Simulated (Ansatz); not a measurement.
SiGe

Input

```
crystal:
  lattice:
    - [3.9044512986, 0.0, 0.0]
    - [-1.9522256493, 3.3813540124, 0.0]
    - [0.0, 0.0, 6.450783]
  atoms:
    - { symbol: Si, position: [0.66666667, 0.33333333, 0.874607] }
    - { symbol: Si, position: [0.33333333, 0.66666667, 0.374607] }
    - { symbol: Ge, position: [0.66666667, 0.33333333, 0.500392] }
    - { symbol: Ge, position: [0.33333333, 0.66666667, 0.000392] }
basis:
  ecutwfc: 420
kpoints:
  mp_grid: { grid: [12, 12, 6] }
hamiltonian:
  xc: pbesol
scf:
  occupations: { method: gaussian, width: 0.02 }
output:
  forces: true
  stress: true
  eigenvalues: true
  populations: true
  write_density: true
  write_potential: true
  elf: true
  volumetric_format: npy
```

Launched as:

```sh
ansatz run input.yaml --threads 1 --pin off --max-ram 2560MiB --backend cpu --events-out ev --progress --plain --runs-dir out
```

Below, planes, directions and counts refer to the conventional cell (a = 3.90 Å, b = 3.90 Å, c = 6.45 Å, α = 90.00°, β = 90.00°, γ = 120.00°).

Space group P6₃mc; a structure from a database of computed crystals, not necessarily the ambient phase.

Computed with DFT PBEsol, scalar-relativistic, plane waves, PAW (Ansatz).

**Predict the valence pseudo-density and electron localisation function between the atoms.**

Si–Ge (2.41 Å): ρ is about 0.55 e/Å³ halfway; the ELF peaks at about 0.90 between the atoms (a shared electron pair).

**Does the calculation make it a metal, or give it a gap?**

It is gapped, with a Kohn–Sham gap of 0.35 eV on the k-point mesh (the band edges may lie off the mesh, which would make the gap smaller).

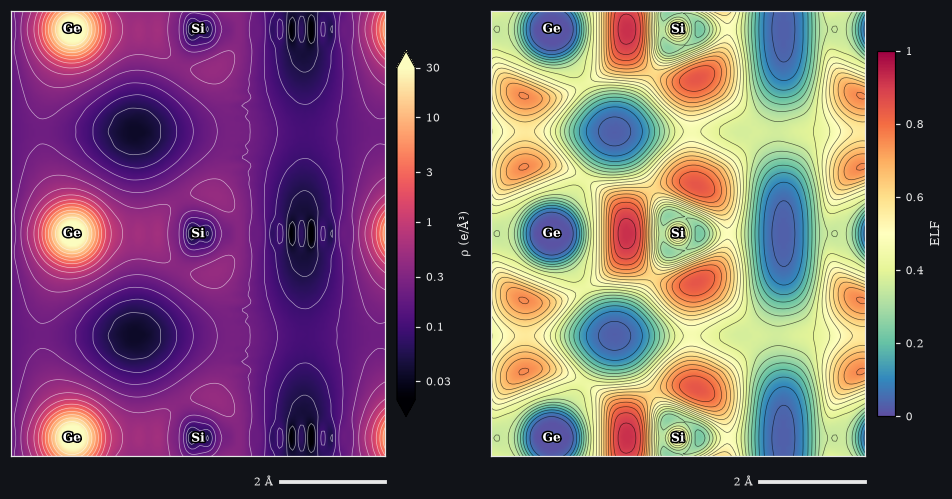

Computed valence pseudo-density and electron localisation function on the (11̄0) plane of the conventional cell, in this order. 

In a PAW calculation such maps are meaningful between the atoms, not at the nuclei.
